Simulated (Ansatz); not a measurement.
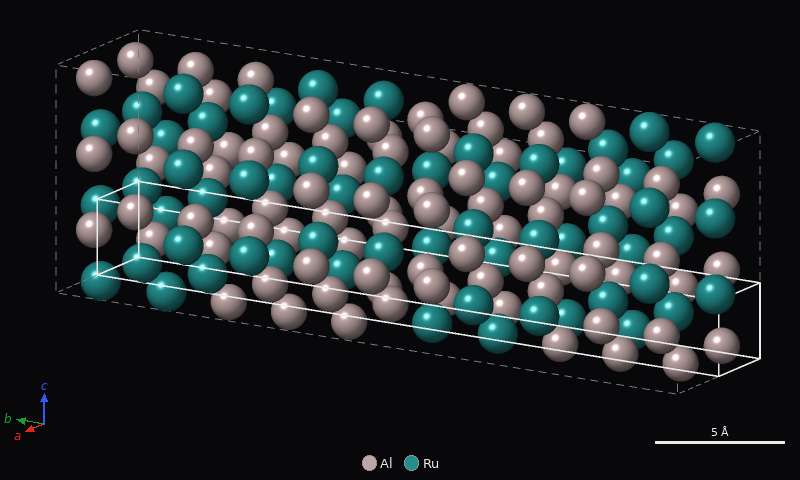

A spheres-only rendering, viewed from a general direction. One conventional unit cell is drawn solid; the view covers 2×1×3 cells.

Give a description of the structure.

The structure is one of Al$_{3}$Ru$_{2}$. The structure has Cmcm (No. 63) symmetry and a base-centred orthorhombic lattice. Cell content 12 Al, 8 Ru; Z = 4.

The initial geometry was a structure listed in the Materials Project. The cell was then strained or its atoms displaced on purpose. Ansatz was used for an electronic-structure calculation on it.

At this level of theory the cell isn't at rest (compressed, at 4 GPa and forces up to 4.6 eV/Å), so its distances can differ from those at equilibrium, the more so the softer the solid.
